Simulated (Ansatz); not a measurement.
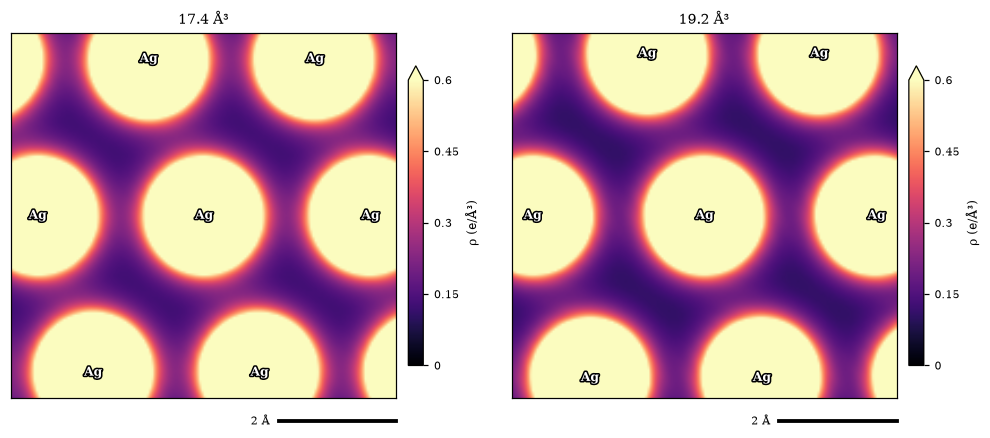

Ag. The valence charge density (pseudo) of cells scaled evenly to different volumes (given per atom above each panel), on the (010) plane of each (indices in the axes of the cell below), at one length scale and on one colour scale.

A structure from a database of computed crystals, not necessarily the ambient phase.

Method: Kohn-Sham DFT of a periodic cell, LDA, Ansatz PAW (Ansatz).

Core electrons are frozen (PAW), and the valence fields are smoothed inside the atomic spheres.

The largest cell:

```
CELL_PARAMETERS angstrom
-1.68813 1.68813 1.68813
1.68813 -1.68813 1.68813
1.68813 1.68813 -1.68813
ATOMIC_POSITIONS crystal
Ag 0.00000 0.00000 0.00000
```

| volume (Å³/atom) | Ag–Ag contact in the plane (Å) | ρ at its midpoint (e/Å³) | pressure (GPa) | 
| --- | --- | --- | --- |
| 17.43 | 2.829 | 0.235 | −8.4 | 
| 18.15 | 2.868 | ? | ? | 
| 19.24 | 2.924 | 0.195 | −14.6 | 

**Estimate the missing row, and compare with the calculation.**

Over the known rows ln ρ falls by 1.96 per Å of Ag–Ag distance (the line through the two), which gives 0.218 e/Å³ at 2.868 Å; the calculation gives 0.217 e/Å³. For the pressure, a straight line in volume between the neighbouring rows gives −10.9 GPa; the calculation gives −11.5, lower because pressure rises ever faster on compression.
